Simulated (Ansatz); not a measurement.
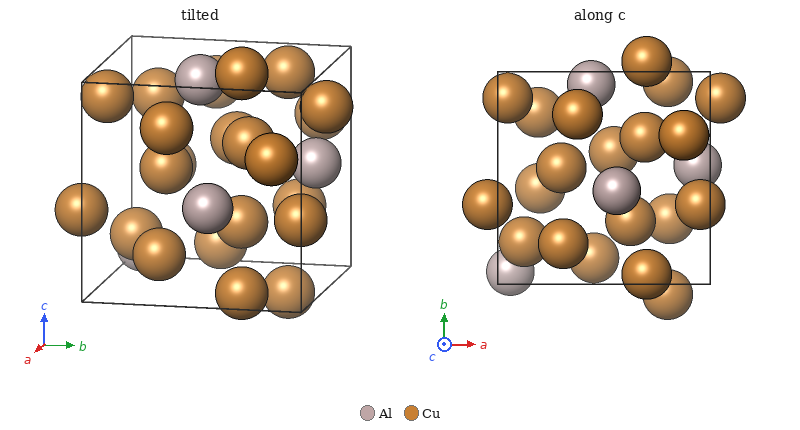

View slightly off an axis and along the c axis, drawn as a spheres-only model. One conventional unit cell is framed, with atoms on its boundary repeated. Cell: a = 6.244 Å, b = 6.244 Å, c = 6.244 Å, α = 90.00°, β = 90.00°, γ = 90.00°.

In words:

The solid is AlCu4. Space group: P2_13 (No. 198). Lattice: primitive cubic. Cell content 4 Al, 16 Cu; Z = 4. Each Al has twelve Cu at about 2.4 to 2.6 Å. Cu is linked to nine Cu and three Al (about 2.5 to 2.7 Å to Cu, 2.4 to 2.6 Å to Al).

The initial geometry was a structure listed in the Materials Project. The atoms were relaxed in a fixed cell with DFT r2SCAN, scalar-relativistic, plane waves, PAW (Ansatz 0.2.0).
